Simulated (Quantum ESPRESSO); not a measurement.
# Band-structure run of BaF₂ (part 2 of 2)

The same run, continued: BaF₂ (Fm-3m, 3 atoms in the cell); Kohn-Sham DFT of a periodic cell, PBE, PseudoDojo 0.4.1 SR PBE standard, no spin polarisation (Quantum ESPRESSO 7.5); cutoff 1142.88 eV, 8×8×8 k-mesh, fermi-dirac of 0.05 eV. The structure derives from an entry of the Crystallography Open Database.

**Log, continued**
```
   -19.5977 -15.8923 -15.7939  -4.9509  -4.9470  -4.6684   2.0898   2.4350
     2.4809   2.8937   3.0274   3.0853  11.0259  12.7866  13.0313  13.6320
    14.9828  15.8328  17.1471

          k =-0.0884-0.4419 0.4419 (  5233 PWs)   bands (ev):

   -19.5929 -15.8761 -15.8189  -4.9155  -4.9048  -4.7575   2.1878   2.4391
     2.4548   2.9065   2.9096   3.1458  11.1791  12.7140  12.8024  13.5820
    14.8433  16.0843  17.3243

          k = 0.0000-0.3536 0.3536 (  5238 PWs)   bands (ev):

   -19.6351 -15.8271 -15.7968  -4.8455  -4.8300  -4.8196   2.2756   2.2948
     2.3884   2.7165   2.8885   3.2110  11.4321  12.4325  12.8359  13.5082
    14.7169  15.5725  17.3898

          k = 0.5303-0.0000 0.0000 (  5225 PWs)   bands (ev):

   -19.6048 -15.9132 -15.7590  -5.0063  -5.0063  -4.5350   1.8869   2.5226
     2.5226   2.8447   3.0967   3.0967  10.7193  12.6310  13.6330  14.3307
    15.0917  15.0917  18.2702

          k =-0.0884-0.6187 0.6187 (  5243 PWs)   bands (ev):

   -19.5710 -15.9428 -15.7860  -5.0290  -5.0273  -4.5555   1.8194   2.6791
     2.7052   2.9740   2.9819   3.0294  10.6334  12.4621  13.6141  14.4594
    15.1257  16.2272  17.6813

          k = 0.0000-0.5303 0.5303 (  5218 PWs)   bands (ev):

   -19.5661 -15.9164 -15.8221  -4.9931  -4.9863  -4.6472   1.9482   2.6740
     2.6836   2.8653   3.0100   3.0389  10.7862  12.6329  13.1842  13.9245
    14.9892  16.9771  17.9582

          k =-0.7071 0.0000 0.0000 (  5218 PWs)   bands (ev):

   -19.5597 -15.9701 -15.7764  -5.0596  -5.0596  -4.5088   1.7093   2.8590
     2.8590   2.8835   2.8835   3.0706  10.5018  12.2699  13.9326  15.2103
    15.2103  16.1659  18.0849

          k = 0.3536 0.1768 0.0000 (  5232 PWs)   bands (ev):

   -19.6871 -15.7943 -15.7402  -4.8645  -4.8552  -4.6660   2.1433   2.1759
     2.4159   2.4798   3.0440   3.1934  11.2882  12.5026  12.8479  13.5134
    14.7829  15.0537  17.5003

          k =-0.2652-0.4419 0.6187 (  5234 PWs)   bands (ev):

   -19.6242 -15.8578 -15.7842  -4.9294  -4.8577  -4.7283   2.2584   2.3217
     2.3461   2.7765   2.9712   3.1682  11.2733  12.7293  12.8774  13.4122
    14.8671  15.5295  17.2238

          k =-0.1768-0.3536 0.5303 (  5242 PWs)   bands (ev):

   -19.5973 -15.8854 -15.8021  -4.9554  -4.8065  -4.8058   2.2286   2.3763
     2.4090   2.9048   2.9780   3.1153  11.2609  12.7019  12.7932  13.5332
    14.9199  15.8036  17.1559

          k =-0.1768-0.5303 0.7071 (  5231 PWs)   bands (ev):

   -19.5980 -15.8981 -15.7867  -5.0094  -4.9425  -4.6129   1.9949   2.5042
     2.5234   2.8604   3.0079   3.1213  10.8558  12.7993  13.2599  13.7164
    15.0626  15.7738  17.8196

          k =-0.0884-0.4419 0.6187 (  5232 PWs)   bands (ev):

   -19.5708 -15.8999 -15.8312  -5.0389  -4.8882  -4.6923   2.0116   2.5782
     2.6575   2.9064   2.9853   3.0488  10.8548  12.8178  13.0706  13.5740
    15.0982  16.9207  17.3565

          k = 0.0000-0.3536 0.5303 (  5230 PWs)   bands (ev):

   -19.5819 -15.8608 -15.8523  -5.0068  -4.8011  -4.7922   2.1255   2.4930
     2.5606   2.8845   2.9267   3.1250  11.0100  12.8373  13.0543  13.2857
    14.9834  16.4661  17.7904

          k =-0.7071 0.1768-0.0000 (  5242 PWs)   bands (ev):

   -19.5597 -15.9426 -15.8057  -5.0678  -4.9784  -4.5889   1.8344   2.7665
     2.8580   2.8756   2.8800   3.0483  10.6352  12.4895  13.4862  14.1872
    15.2205  17.2746  17.9389

          k =-0.7071 0.3536 0.0000 (  5220 PWs)   bands (ev):

   -19.5596 -15.8750 -15.8750  -5.0759  -4.7831  -4.7831   2.0047   2.6041
     2.8623   2.8623   2.9088   3.0181  10.8021  13.0500  13.1412  13.1412
    15.2308  17.9168  18.1213

     the Fermi energy is     6.7174 ev

!    total energy              =    -155.31490213 Ry
     estimated scf accuracy    <          1.8E-11 Ry
     smearing contrib. (-TS)   =       0.00000000 Ry
     internal energy E=F+TS    =    -155.31490213 Ry

     The total energy is F=E-TS. E is the sum of the following terms:
     one-electron contribution =     -55.84604891 Ry
     hartree contribution      =      42.00313091 Ry
     xc contribution           =     -35.71177054 Ry
     ewald contribution        =    -105.76021360 Ry

     convergence has been achieved in  10 iterations

     Forces acting on atoms (cartesian axes, Ry/au):

     atom    1 type  1   force =     0.00000000   -0.00000000    0.00000000
     atom    2 type  2   force =     0.00000000   -0.00000000    0.00000000
     atom    3 type  2   force =    -0.00000000    0.00000000   -0.00000000

     Total force =     0.000000     Total SCF correction =     0.000000

     Computing stress (Cartesian axis) and pressure

          total   stress  (Ry/bohr**3)                   (kbar)     P=       16.58
   0.00011268   0.00000000   0.00000000           16.58        0.00        0.00
   0.00000000   0.00011268   0.00000000            0.00       16.58        0.00
   0.00000000   0.00000000   0.00011268            0.00        0.00       16.58

=------------------------------------------------------------------------------=
   JOB DONE.
=------------------------------------------------------------------------------=
```

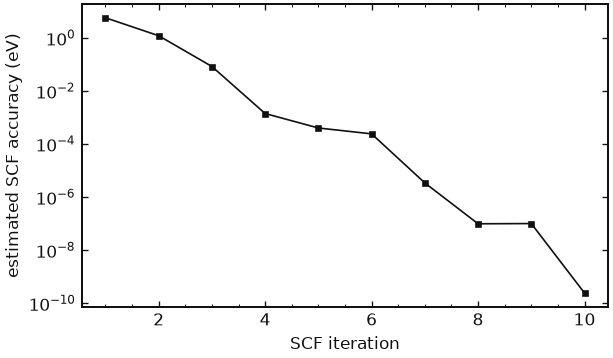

Fig. 1: Convergence of the self-consistent field: estimated SCF accuracy against the iteration. The field takes 10 iterations in all.

This output came from the following input.

**The input**
```
&CONTROL
  calculation = 'scf'
  prefix = 'pwscf'
  outdir = './tmp'
  pseudo_dir = './pseudo'
  tprnfor = .true.
  tstress = .true.
  disk_io = 'low'
/
&SYSTEM
  ibrav = 0
  nat = 3
  ntyp = 2
  ecutwfc = 84
  nbnd = 19
  occupations = 'smearing'
  smearing = 'fd'
  degauss = 0.00367493
/
&ELECTRONS
  conv_thr = 6d-10
  electron_maxstep = 120
  mixing_beta = 0.5
/
ATOMIC_SPECIES
Ba   137.3270 Ba.upf
F     18.9984 F.upf
CELL_PARAMETERS angstrom
   0.0000000000    3.1000500000    3.1000500000
   3.1000500000    0.0000000000    3.1000500000
   3.1000500000    3.1000500000    0.0000000000
ATOMIC_POSITIONS angstrom
Ba     0.0000000000    0.0000000000    0.0000000000
F      4.6500750000    4.6500750000    4.6500750000
F      1.5500250000    1.5500250000    1.5500250000
K_POINTS automatic
8 8 8 0 0 0
```

**File bands.in**
```
&CONTROL
  calculation = 'bands'
  prefix = 'pwscf'
  outdir = './tmp'
  pseudo_dir = './pseudo'
  disk_io = 'low'
  verbosity = 'high'
/
&SYSTEM
  ibrav = 0
  nat = 3
  ntyp = 2
  ecutwfc = 84
  nbnd = 19
  occupations = 'smearing'
  smearing = 'fd'
  degauss = 0.00367493
/
&ELECTRONS
  conv_thr = 1d-08
  electron_maxstep = 120
  mixing_beta = 0.5
  diago_full_acc = .true.
  startingwfc = 'random'
/
ATOMIC_SPECIES
Ba   137.3270 Ba.upf
F     18.9984 F.upf
CELL_PARAMETERS angstrom
   0.0000000000    3.1000500000    3.1000500000
   3.1000500000    0.0000000000    3.1000500000
   3.1000500000    3.1000500000    0.0000000000
ATOMIC_POSITIONS angstrom
Ba     0.0000000000    0.0000000000    0.0000000000
F      4.6500750000    4.6500750000    4.6500750000
F      1.5500250000    1.5500250000    1.5500250000
K_POINTS crystal
60
 0.0000000000  0.0000000000  0.0000000000 1
 0.0625000000  0.0000000000  0.0625000000 1
 0.1250000000  0.0000000000  0.1250000000 1
 0.1875000000  0.0000000000  0.1875000000 1
 0.2500000000  0.0000000000  0.2500000000 1
 0.3125000000  0.0000000000  0.3125000000 1
 0.3750000000  0.0000000000  0.3750000000 1
 0.4375000000  0.0000000000  0.4375000000 1
 0.5000000000  0.0000000000  0.5000000000 1
 0.5000000000  0.0625000000  0.5625000000 1
 0.5000000000  0.1250000000  0.6250000000 1
 0.5000000000  0.1875000000  0.6875000000 1
 0.5000000000  0.2500000000  0.7500000000 1
 0.4375000000  0.3125000000  0.7500000000 1
 0.3750000000  0.3750000000  0.7500000000 1
 0.3375000000  0.3375000000  0.6750000000 1
 0.3000000000  0.3000000000  0.6000000000 1
 0.2625000000  0.2625000000  0.5250000000 1
 0.2250000000  0.2250000000  0.4500000000 1
 0.1875000000  0.1875000000  0.3750000000 1
 0.1500000000  0.1500000000  0.3000000000 1
 0.1125000000  0.1125000000  0.2250000000 1
 0.0750000000  0.0750000000  0.1500000000 1
 0.0375000000  0.0375000000  0.0750000000 1
 0.0000000000  0.0000000000  0.0000000000 1
 0.0625000000  0.0625000000  0.0625000000 1
 0.1250000000  0.1250000000  0.1250000000 1
 0.1875000000  0.1875000000  0.1875000000 1
 0.2500000000  0.2500000000  0.2500000000 1
 0.3125000000  0.3125000000  0.3125000000 1
 0.3750000000  0.3750000000  0.3750000000 1
 0.4375000000  0.4375000000  0.4375000000 1
 0.5000000000  0.5000000000  0.5000000000 1
 0.5250000000  0.4500000000  0.5250000000 1
 0.5500000000  0.4000000000  0.5500000000 1
 0.5750000000  0.3500000000  0.5750000000 1
 0.6000000000  0.3000000000  0.6000000000 1
 0.6250000000  0.2500000000  0.6250000000 1
 0.5833333333  0.2500000000  0.6666666667 1
 0.5416666667  0.2500000000  0.7083333333 1
 0.5000000000  0.2500000000  0.7500000000 1
 0.5000000000  0.2857142857  0.7142857143 1
 0.5000000000  0.3214285714  0.6785714286 1
 0.5000000000  0.3571428571  0.6428571429 1
 0.5000000000  0.3928571429  0.6071428571 1
 0.5000000000  0.4285714286  0.5714285714 1
 0.5000000000  0.4642857143  0.5357142857 1
 0.5000000000  0.5000000000  0.5000000000 1
 0.4821428571  0.4821428571  0.5357142857 1
 0.4642857143  0.4642857143  0.5714285714 1
 0.4464285714  0.4464285714  0.6071428571 1
 0.4285714286  0.4285714286  0.6428571429 1
 0.4107142857  0.4107142857  0.6785714286 1
 0.3928571429  0.3928571429  0.7142857143 1
 0.3750000000  0.3750000000  0.7500000000 1
 0.6250000000  0.2500000000  0.6250000000 1
 0.5937500000  0.1875000000  0.5937500000 1
 0.5625000000  0.1250000000  0.5625000000 1
 0.5312500000  0.0625000000  0.5312500000 1
 0.5000000000  0.0000000000  0.5000000000 1
```

Run as:
```bash
OMP_NUM_THREADS=1 pw.x -in pw.in > pw.out
OMP_NUM_THREADS=1 pw.x -in bands.in > bands.out
```

**Summary**

```json
{"quantity": "outcome", "value": "converged"}
{"quantity": "space group (tolerance 0.01 Å)", "value": "Fm-3m (225)"}
{"quantity": "electrons treated", "value": "24"}
{"quantity": "free energy", "value": "−2113.1669 eV"}
{"quantity": "Fermi energy", "value": "6.717 eV"}
{"quantity": "gap on the k-point mesh", "value": "6.81 eV"}
{"quantity": "gap on the band path", "value": "6.81 eV"}
{"quantity": "pressure", "value": "1.66 GPa"}
{"quantity": "largest force (length of the vector)", "value": "under 0.001 eV/Å"}
{"quantity": "hardware", "value": "1 thread of Arm Neoverse V2, 24 GiB of memory available, shared host"}
{"quantity": "wall time", "value": "2 min"}
{"quantity": "peak memory", "value": "0.13 GiB"}
```
